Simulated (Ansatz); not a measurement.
# What a change does: single-point calculation on MoS

System: MoS (P6₃/mmc, 4 atoms in the cell).
Method of run 1: DFT PBEsol+U, scalar-relativistic, plane waves, PAW, Ueff = 1 eV on Mo d, spin-polarised (Ansatz 0.2.0).

The structure was built on a prototype by a generator; it need not be a known phase. Text and figures count atoms from 1; the logs count them from 0 in places.

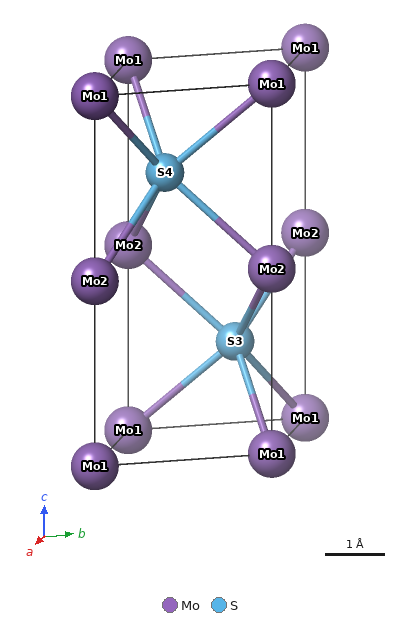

**Figure 1.** The structure as given in the input (ball-and-stick view of the cell of the calculation, seen slightly off an axis; atoms are numbered from 1 in the order of the input). An atom can appear more than once, as a periodic image. Near neighbours in the periodic cell (some may lie outside the picture): Mo has 6 S at 2.44 Å; S has 6 Mo at 2.44 Å.

### Input, run 1
```yaml
crystal:
  lattice:
    - [3.190387841, 0.0, 0.0]
    - [-1.5951939205, 2.7629569182, 0.0]
    - [0.0, 0.0, 6.4037196669]
  atoms:
    - { symbol: Mo, position: [0.0, 0.0, 0.0], spin: 3.5 }
    - { symbol: Mo, position: [0.0, 0.0, 0.5], spin: 3.5 }
    - { symbol: S, position: [0.3333333333, 0.6666666667, 0.25] }
    - { symbol: S, position: [0.6666666667, 0.3333333333, 0.75] }
basis:
  ecutwfc: 420
kpoints:
  mp_grid: { grid: [18, 18, 8] }
hamiltonian:
  xc: pbesol
  hubbard: { sites: [{ species: Mo, l: d, u_eff: 1.0 }] }
scf:
  occupations: { method: gaussian, width: 0.05 }
output:
  forces: true
  stress: true
  eigenvalues: true
  populations: true
magnetization:
  spin_polarized: true
```

Command:
```bash
ansatz run input.yaml --threads 1 --pin off --max-ram 2560MiB --backend cpu --events-out ev --progress --plain --runs-dir out
```

Hardware: 1 thread of Intel Xeon @ 2.50GHz (Skylake/Cascade Lake), 189 GiB of memory available, shared host.

### Output, shortened to warnings, some set-up lines, iterations and results (run 1)
```
WARN: the starting moments were not kept: the SCF closed with an absolute magnetisation of 1.1e-5 μB, where they sum to 7 μB in size (2 sites). That is at most 0.1 of that sum. Measured as dr2_m measures the in/out step, that magnetisation stands 2.5e-11 eV from none, at or under the dr2_threshold of 1.0e-7 eV: it is no larger than a step whose dr2_m would equal this threshold. The system may …
Basis set: ecut = 420 eV, 1113 PW (Γ), exchange–correlation on 48×48×90 points (8 copies of the dense FFT grid, shifted against one another)
Symmetry: 24 space group operations
k-points: 185 of 2592
Initial density: superposition of atomic densities (chi_scale 0.1, normalization cell)
[...]
SCF iter   1: F=—  HF=-11562.658120 eV  |F-HF|=—  |Δ(HF+E_count)|=         —  Δρ=1.31e-1 (↑1.31e-1 ↓8.07e-2)  dr2=4.68e0  dr2_m=5.39e0  M=2.893 μB ∫|m|=2.989 μB  β_m=0.30  …
SCF iter   2: F=—  HF=-11562.838793 eV  |F-HF|=—  |Δ(HF+E_count)|=   1.81e-1  Δρ=9.34e-2 (↑9.34e-2 ↓6.34e-2)  dr2=1.75e0  dr2_m=2.98e0  M=2.551 μB ∫|m|=2.658 μB  β_m=0.30  …
SCF iter   3: F=—  HF=-11562.982900 eV  |F-HF|=—  |Δ(HF+E_count)|=   1.44e-1  Δρ=5.84e-2 (↑5.35e-2 ↓5.84e-2)  dr2=8.16e-2  dr2_m=1.59e0  M=2.304 μB ∫|m|=2.426 μB  β_m=0.30  …
SCF iter   4: F=—  HF=-11563.371056 eV  |F-HF|=—  |Δ(HF+E_count)|=   3.88e-1  Δρ=4.93e-2 (↑4.93e-2 ↓4.32e-2)  dr2=6.53e-2  dr2_m=1.10e0  M=1.881 μB ∫|m|=1.998 μB  β_m=0.30  …
SCF iter   5: F=—  HF=-11563.623177 eV  |F-HF|=—  |Δ(HF+E_count)|=   2.52e-1  Δρ=3.61e-2 (↑3.58e-2 ↓3.61e-2)  dr2=1.89e-3  dr2_m=6.67e-1  M=1.658 μB ∫|m|=1.758 μB  β_m=0.30  …
[... 8 lines ...]
SCF iter  14: F=—  HF=-11564.231065 eV  |F-HF|=—  |Δ(HF+E_count)|=   5.32e-6  Δρ=1.72e-5 (↑1.72e-5 ↓1.58e-5)  dr2=2.76e-7  dr2_m=8.63e-8  M=0.001 μB ∫|m|=0.001 μB  β_m=0.99  …
SCF iter  15: F=-11564.231066 eV  HF=-11564.231066 eV  |F-HF|=5.62e-9  |Δ(HF+E_count)|=   1.47e-7  Δρ=5.00e-6 (↑5.00e-6 ↓3.22e-6)  dr2=1.78e-8  dr2_m=5.65e-9  M=-0.000 μB …
SCF iter  16: F=-11564.231066 eV  HF=-11564.231066 eV  |F-HF|=6.11e-10  |Δ(HF+E_count)|=   8.95e-9  Δρ=1.04e-6 (↑9.25e-7 ↓1.04e-6)  dr2=1.10e-10  dr2_m=4.61e-10  M=-0.000 μB …
SCF iter  17: F=-11564.231066 eV  HF=-11564.231066 eV  |F-HF|=1.82e-11  |Δ(HF+E_count)|=   1.03e-9  Δρ=1.94e-7 (↑1.57e-7 ↓1.94e-7)  dr2=2.39e-12  dr2_m=1.53e-11  M=0.000 μB …
SCF 1 converged in 17 iterations: F = -11564.231066 eV  dr2 = 2.39e-12
an SCF from ferromagnetic starting moments (5.00, 5.00, 0.00, 0.00 Bohr magnetons, atom by atom) cannot be judged, so that it is not known whether that order lies lower: memory limit exceeded: the `scf loop` phase needs 2.78 GiB against the run's memory maximum of 2.50 GiB. To set out from that …
WARN: the starting moments were not kept: the SCF closed with an absolute magnetisation of 1.1e-5 μB, where they sum to 7 μB in size (2 sites). That is at most 0.1 of that sum. Measured as dr2_m measures the in/out step, that magnetisation stands 2.5e-11 eV from none, at or under the dr2_threshold …
SCF converged after 17 iterations
Magnetization: 0.0000 μB (20.0000 up, 20.0000 down)
Absolute magnetization: 0.0000 μB (∫|ρ↑−ρ↓|, with the PAW one-centre terms)
Spin contamination: 0.0000 ħ² per cell (⟨S²⟩ above its minimum at these occupations)
Per-site moments (μB) at R_I (Å): [(4.227574009453762e-6, 1.0066888861632526), (4.227574009444083e-6, 1.0066888861632526), (-1.5219768662783082e-7, 1.0066888861632526), (-1.5219768664461086e-7, 1.0066888861632526)]
Free energy (F): -11564.231066 eV
[...]
```

For run 2 the input was changed thus:
```diff
-    - { symbol: Mo, position: [0.0, 0.0, 0.0], spin: 3.5 }
-    - { symbol: Mo, position: [0.0, 0.0, 0.5], spin: 3.5 }
+    - { symbol: Mo, position: [0.0, 0.0, 0.0] }
+    - { symbol: Mo, position: [0.0, 0.0, 0.5] }
-  hubbard: { sites: [{ species: Mo, l: d, u_eff: 1.0 }] }
+  hubbard: { sites: [{ species: Mo, l: d, u_eff: 4.0 }] }
-  populations: true
-magnetization:
-  spin_polarized: true
```

Predict how the results change.

The total energies belong to different models, so their difference says nothing on which is more stable or more accurate. The pressure goes from 0.00 to 3.12 GPa. The SCF takes 8 iterations against 17. On the same kind of shared host run 2 took about 0.31 times as long.

### Output, shortened to warnings, some set-up lines, iterations and results (run 2)
```
Basis set: ecut = 420 eV, 1113 PW (Γ), exchange–correlation on 48×48×90 points (8 copies of the dense FFT grid, shifted against one another)
Symmetry: 24 space group operations
k-points: 185 of 2592
Initial density: superposition of atomic densities (chi_scale 0.1, normalization cell, long waves of neutral atoms under a Hubbard term (reshape's long-wave potential 0.00 eV rms, cloud 2.59 Å wide))
[...]
SCF iter   1: F=—  HF=-11557.439060 eV  |F-HF|=—  |Δ(HF+E_count)|=         —  Δρ=6.57e-2  dr2=2.92e0  ethr=3.10e-3  ⟨swp⟩=5.6  Hψ=20705  notcnv=0
SCF iter   2: F=—  HF=-11557.008885 eV  |F-HF|=—  |Δ(HF+E_count)|=   4.30e-1  Δρ=3.14e-2  dr2=3.56e-1  ethr=3.10e-3  ⟨swp⟩=3.0  Hψ=9826  notcnv=0  defer=55
SCF iter   3: F=—  HF=-11557.211906 eV  |F-HF|=—  |Δ(HF+E_count)|=   2.03e-1  Δρ=1.48e-2  dr2=5.24e-2  ethr=8.90e-4  ⟨swp⟩=2.1  Hψ=6701  notcnv=0  defer=55
SCF iter   4: F=—  HF=-11557.293864 eV  |F-HF|=—  |Δ(HF+E_count)|=   8.20e-2  Δρ=4.53e-3  dr2=6.27e-3  ethr=1.31e-4  ⟨swp⟩=2.5  Hψ=9101  notcnv=0  defer=48
SCF iter   5: F=—  HF=-11557.297934 eV  |F-HF|=—  |Δ(HF+E_count)|=   4.07e-3  Δρ=9.28e-4  dr2=3.13e-4  ethr=1.57e-5  ⟨swp⟩=2.0  Hψ=6551  notcnv=0  defer=48
SCF iter   6: F=—  HF=-11557.297972 eV  |F-HF|=—  |Δ(HF+E_count)|=   3.81e-5  Δρ=2.38e-4  dr2=2.60e-5  ethr=7.82e-7  ⟨swp⟩=2.4  Hψ=7828  notcnv=0  defer=48
SCF iter   7: F=—  HF=-11557.297975 eV  |F-HF|=—  |Δ(HF+E_count)|=   3.37e-6  Δρ=4.59e-5  dr2=8.52e-7  ethr=6.51e-8  ⟨swp⟩=2.7  Hψ=7585  notcnv=0  defer=48
SCF iter   8: F=-11557.297975 eV  HF=-11557.297975 eV  |F-HF|=6.90e-9  |Δ(HF+E_count)|=   6.12e-8  Δρ=8.45e-6  dr2=2.86e-8  ethr=2.50e-10  ⟨swp⟩=6.6  Hψ=19751  notcnv=0
SCF 1 converged in 8 iterations: F = -11557.297975 eV  dr2 = 2.86e-8
SCF converged after 8 iterations
Free energy (F): -11557.297975 eV
Harris-Foulkes:  -11557.297975 eV  (|F-HF|=6.90e-9)
Internal energy: -11557.294247 eV  (E = F + TS)
E sigma→0 (E₀):  -11557.296111 eV
Entropy (-TS):   -0.003729 eV (-0.932 meV/atom)
Fermi energy:    18.003804 eV
--- Per-component energies (eV) ---
  E_band       = -100.776974
  E_kinetic    = 1112.657609
  E_local      = -1986.709086  (includes V_loc(G=0)·N_el)
  E_nonlocal   = 348.553891
  E_hartree    = 685.040187
  E_xc         = -562.282580
  E_vxc        = -638.803988  (∫ρ·V_xc dr)
  E_hubbard    = 8.791239  (on-site DFT+U / exact-exchange correction)
  E_vhub       = -4.434160  (the Hubbard potential's part of the band-sum identity)
  E_paw        = -7457.652447  (= ΣΔE_a)
  E_vpaw       = -302.123838  (= ΣTr[D̂ρ^β])
  E_aug_tail   = 0.000083  (compensation charges beyond the density's cutoff)
  E_ewald      = -3706.235641
  E_core_change = 0.542497  (= ΣΔE_core)
  E_smearing   = -0.003729  (= −TS)
  E_closure    = 0.000000  (closes the sum)
  Σ components = -11557.297975   (vs F -11557.297975, Δ=0.00e0)
--- Forces (eV/Å), atoms counted from 1 ---
  atom   1  Mo    -0.00000000    -0.00000000     0.00000000
  atom   2  Mo    -0.00000000    -0.00000000     0.00000000
  atom   3  S      0.00000000    -0.00000000     0.00000000
  atom   4  S      0.00000000     0.00000000     0.00000000
  max |Σ_I F_I| component: 1.39e-17 eV/Å
--- Stress (GPa, compression-positive) ---
        4.629155      -0.000000       0.000000
        0.000000       4.629155       0.000000
        0.000000       0.000000       0.115877
  P = ⅓ Tr σ = 3.1247 GPa (31.247 kbar)
Occupation matrices written to [file]
```

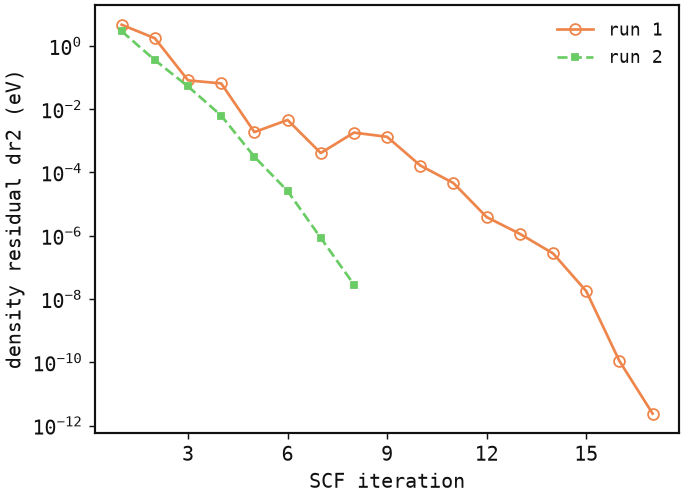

**Figure 2.** Convergence of the two runs: density residual dr2 against the SCF iteration. Run 1 takes 17 iterations in all, and run 2 takes 8.

### The two runs side by side

| quantity | run 1 | run 2 |
| --- | --- | --- |
| outcome | converged | converged |
| free energy per atom (eV) | −2891.0578 | −2889.3245 |
| energy per atom, smearing taken to zero (eV) | −2891.0571 | −2889.3240 |
| gap on the mesh (eV) | 0.00 | 0.00 |
| net moment of the cell (μB) | 0.00 | – |
| absolute moment of the cell (μB) | 0.00 | – |
| pressure (GPa) | 0.00 | 3.12 |
| largest force (eV/Å) | 0.000 | 0.000 |
| SCF iterations | 17 | 8 |
| irreducible k-points | 185 | 185 |
| plane waves at Γ | 1113 | 1113 |
| wall time (shared host) | 2.8 min | 52 s |

For run 1: The electronic state found may not be the lowest one. Warnings: some starting moments were not kept.
